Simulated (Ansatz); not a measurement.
# FeCo4: what the fields show

Input file:

```
crystal:
  lattice:
    - [-2.7938711598, 2.7938711598, 1.7762261326]
    - [2.7938711598, -2.7938711598, 1.7762261326]
    - [2.7938711598, 2.7938711598, -1.7762261326]
  atoms:
    - { symbol: Fe, position: [0.0, 0.0, 0.0], spin: 2.88 }
    - { symbol: Co, position: [0.197559076, 0.4033174176, 0.6008764936], spin: 1.89 }
    - { symbol: Co, position: [0.802440924, 0.5966825824, 0.3991235064], spin: 1.89 }
    - { symbol: Co, position: [0.4033174176, 0.802440924, 0.2057583415], spin: 1.89 }
    - { symbol: Co, position: [0.5966825824, 0.197559076, 0.7942416585], spin: 1.89 }
basis:
  ecutwfc: 420
kpoints:
  mp_grid: { grid: [12, 12, 12] }
hamiltonian:
  xc: pbe
scf:
  occupations: { method: gaussian, width: 0.1 }
output:
  forces: true
  stress: true
  eigenvalues: true
  populations: true
  write_density: true
  write_potential: true
  elf: true
  volumetric_format: npy
magnetization:
  spin_polarized: true
relax:
  adjacent_minimum: "off"
  f_tol: 0.01
  max_steps: 80
  cell: { stress_tol: 0.05 }
```

Run with:

```sh
ansatz run input.yaml --threads 4 --pin off --max-ram 8192MiB --backend cpu --events-out ev --progress --plain --runs-dir out
```

Below, planes, directions and counts refer to the conventional cell (a = 5.60 Å, b = 5.60 Å, c = 3.55 Å, α = 90.00°, β = 90.00°, γ = 90.00°).

The fields are those of the run's last geometry, not of the input's.

Space group I4/m; a structure generated by program, which may or may not match a known phase; spin-polarised.

Method: DFT PBE, scalar-relativistic, plane waves, PAW (Ansatz 0.2.0).

Core electrons are frozen (PAW), and the valence fields are smoothed inside the atomic spheres.

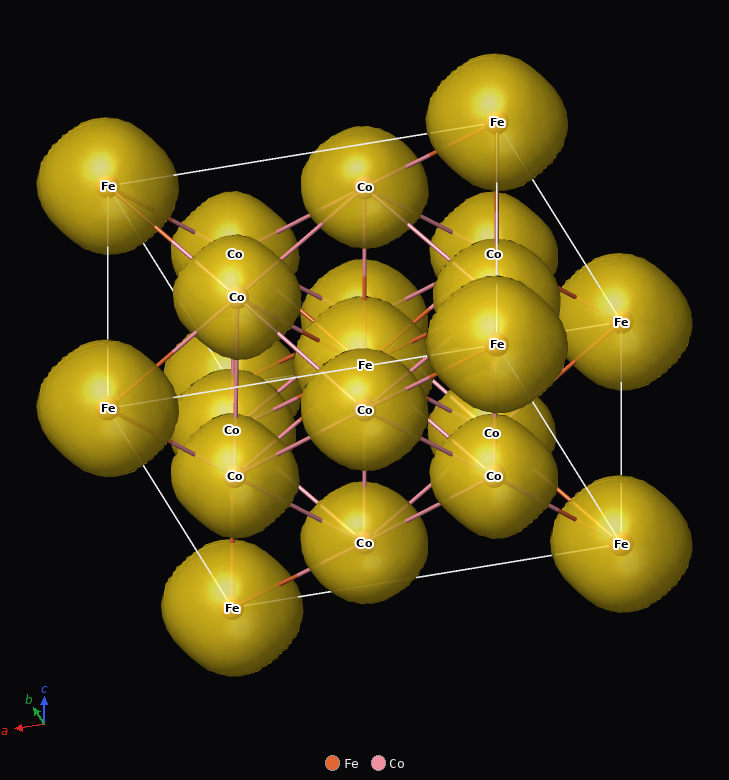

Figure 1. Isosurface of the spin density (up minus down) at +0.1 e/Å³ (yellow), seen at an oblique angle. Sticks mark near contacts.

Where is the spin, and how is it ordered?

Answer. The spin density sits on Fe: +2.6 μB (×2); Co: +1.7 μB (×8) in one cell of 10 atoms: parallel main moments (a ferromagnetic arrangement) in this solution. The cell of the calculation (5 atoms) carries 9.2 μB of net spin moment.

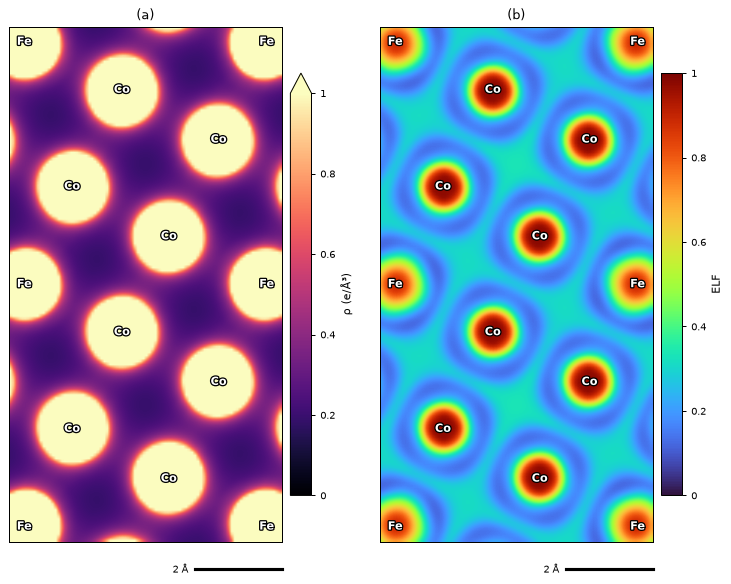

Figure 2. (a) valence electron density; (b) electron localisation function on the (001) plane of the conventional cell.

Interpret the plot.

Answer. The section cuts through Fe and Co sites.
Co–Co (2.46 Å): the density is about 0.35 e/Å³ at the midpoint; the ELF is about 0.25 at the midpoint (no localised pair shows between them).
Fe–Co (2.51 Å): ρ is about 0.33 e/Å³ halfway; the ELF is about 0.25 at the midpoint: no localised pair shows between them.
Co–Co (2.51 Å): ρ is about 0.33 e/Å³ halfway; the ELF is about 0.25 at the midpoint; no shared electron pair shows on this line.
Between the atoms the lowest density in this plane is 0.19 e/Å³.
The features right at Fe and Co lie inside the PAW spheres, where the map follows smoothed inner orbitals and isn't to be read closely.

Metal or insulator at this level of theory?

Answer. It is metallic or semimetallic at this level of theory: no gap opens.
